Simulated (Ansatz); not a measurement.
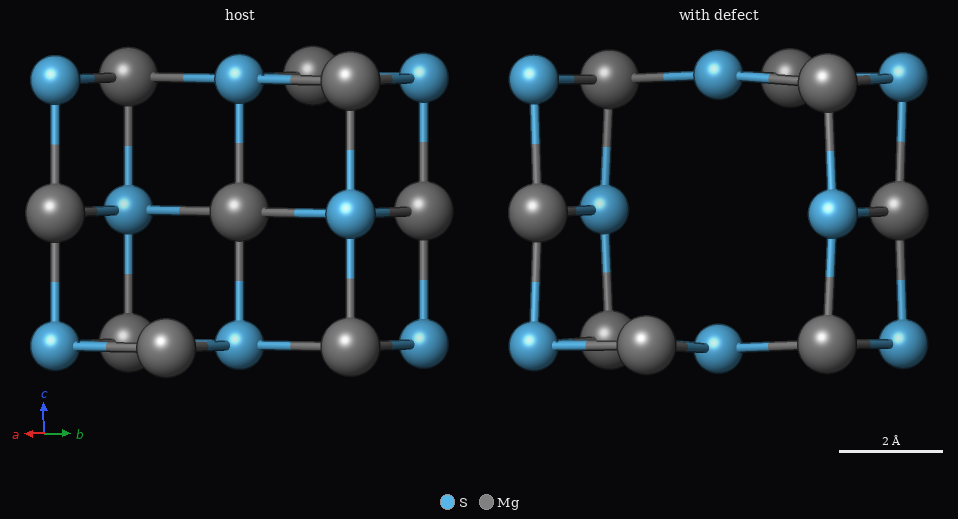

Left: perfect MgS. Right: the same region with one point defect, after relaxing the atoms in a supercell of 64 sites. Style: ball-and-stick. Shown: the atoms within 4.6 Å of one point, in a slice 4.2 Å thick across the line of sight, from a free direction.

All numbers below come from Ansatz, DFT, PBEsol, PAW, plane waves. (plane-wave cutoff 420 eV; k-point mesh 1 × 1 × 1; mesh shifted by (0.25, 0.25, 0.25); collinear spin) Fermi-Dirac smearing of 0.01 eV. The axes drawn are those of the host's conventional cell.

> What kind of defect was made?

A magnesium atom is taken out (a vacancy).

The charge state of the cell is 0.

> What does the relaxation do around it?

Around the empty Mg site the host had 6 S at 2.59 Å; after relaxation the nearest atoms are 6 S at 2.67 Å. Of the host's atoms, a sulfur atom moves furthest from its site, by 0.08 Å. The cell's net moment is 1.93 μB.
